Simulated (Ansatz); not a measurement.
System: V.

```xyz
1
Lattice="2.4725 0.0000 0.0000 0.0000 2.4725 0.0000 0.0000 0.0000 2.4725" Properties=species:S:1:pos:R:3 pbc="T T T"
V     0.0000    0.0000    0.0000
```

Space group Pm-3m; set up as V, simple cubic; a generated structure, not necessarily the stable one; changed on purpose from its base cell (volume × 1.12); computed pressure about −14 GPa in this cell; computed without spin polarisation.

Theory: DFT, LDA (PW92), plane waves (420 eV) with PAW, scalar-relativistic (Ansatz).

> What will maps of the valence pseudo-density and electron localisation function show?

V–V (2.47 Å): ρ is about 0.38 e/Å³ halfway; the ELF is about 0.30 at the midpoint: no shared electron pair shows on this line.

> Does the calculation give a band gap?

It is metallic or semimetallic at this level of theory: no gap opens.

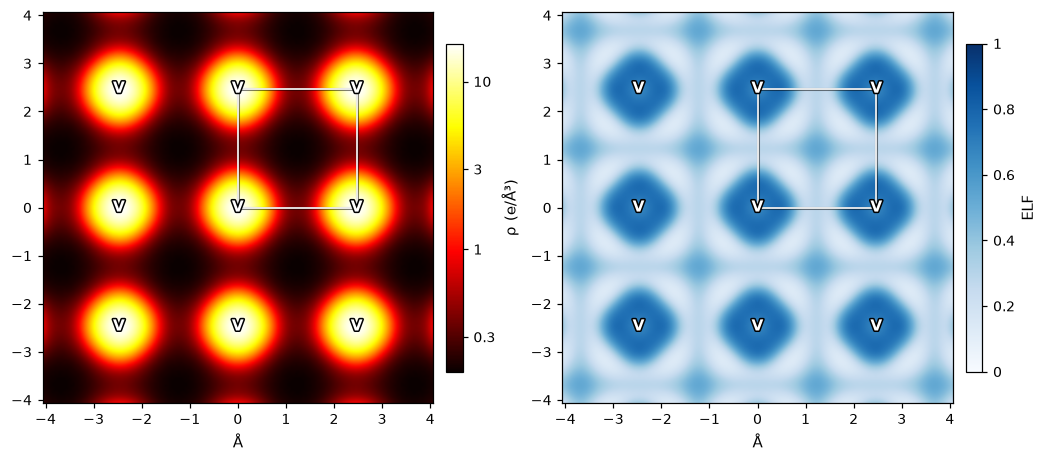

Computed valence pseudo-density and electron localisation function on the (010) plane of the conventional cell, in this order. 
